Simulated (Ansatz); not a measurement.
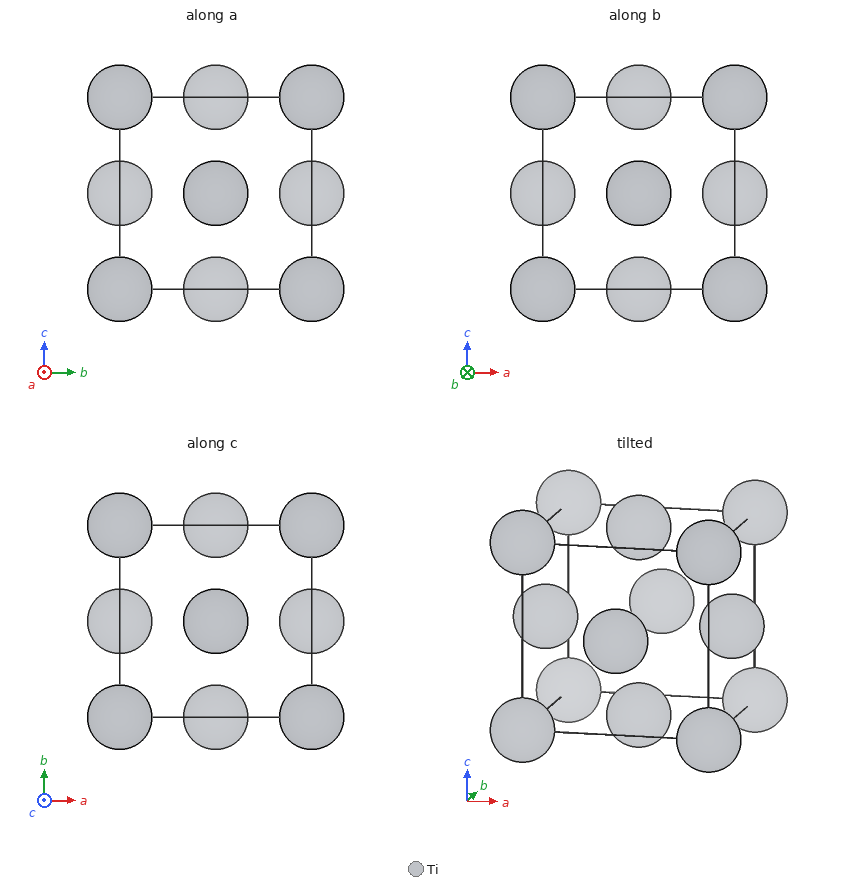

A spheres-only rendering, viewed along the a axis, along the b axis, along the c axis and slightly off an axis. The conventional unit cell is outlined; an atom on or near a face, edge or corner is repeated at each equivalent position.

Lattice parameters: a = 4.118 Å, b = 4.118 Å, c = 4.118 Å, α = 90.00°, β = 90.00°, γ = 90.00°. Put a along x and b in the xy plane.

> Write down what is shown as a POSCAR file.

```
Ti
1.0
     4.118    0.000    0.000
     0.000    4.118    0.000
     0.000    0.000    4.118
Ti
4
Direct
  0.0000 0.0000 0.0000
  0.0000 0.5000 0.5000
  0.5000 0.0000 0.5000
  0.5000 0.5000 0.0000
```

Origin of the cell: a structure type filled with this element by a generator (whether the element takes this form wasn't checked). Earlier steps of the study may have refined or changed the cell and positions. Ansatz was used for an electronic-structure calculation on it.
